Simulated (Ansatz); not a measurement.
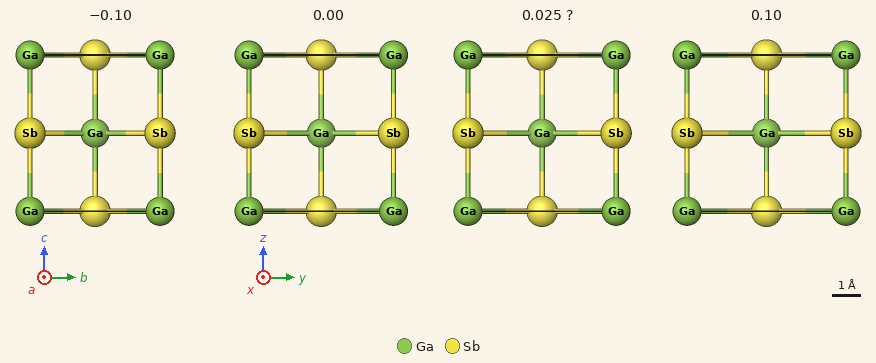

A scan of solid GaSb (Immm): the cell is strained along y alone, with the atoms kept at their fractional coordinates. x, y and z are the Cartesian axes of the input. The picture is a ball-and-stick view of the conventional cell (2 times the calculation's cell), seen along the a axis. Lengths and directions refer to the drawn axes.

Theory: Ansatz 0.2.0, DFT r2SCAN, scalar-relativistic, plane waves, PAW. (plane-wave cutoff 500 eV; k-point mesh 18 × 18 × 18; occupations gaussian; smearing width 0.15 eV; no spin polarisation). Energies (free energies at the smearing named) are counted from the cell as listed in its source, which wasn't relaxed.

```tsv
strain	energy change (meV/atom)
−0.100	39.1
−0.050	−1.6
0.000	0.0
0.025	?
0.075	51.4
0.100	76.3
```

Q: Estimate the missing energy from the other rows, and compare with the calculation.

A: A straight line between the two neighbours gives 17.1 meV/atom. A cubic through the four nearest rows (−0.050, 0.000, 0.075, 0.100) gives, with Lagrange weights, (−0.1000)(−1.6) + (0.7500)(0.0) + (0.6000)(51.4) + (−0.2500)(76.3) = 11.9 meV/atom. The calculation gives 12.1 meV/atom, so the cubic is 0.2 meV/atom too low and the straight line 5.0 meV/atom too high, as the curve bends upwards here.

The whole profile:

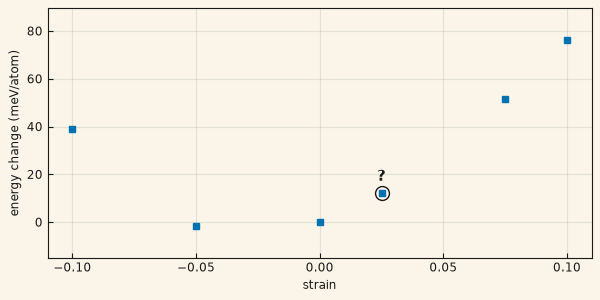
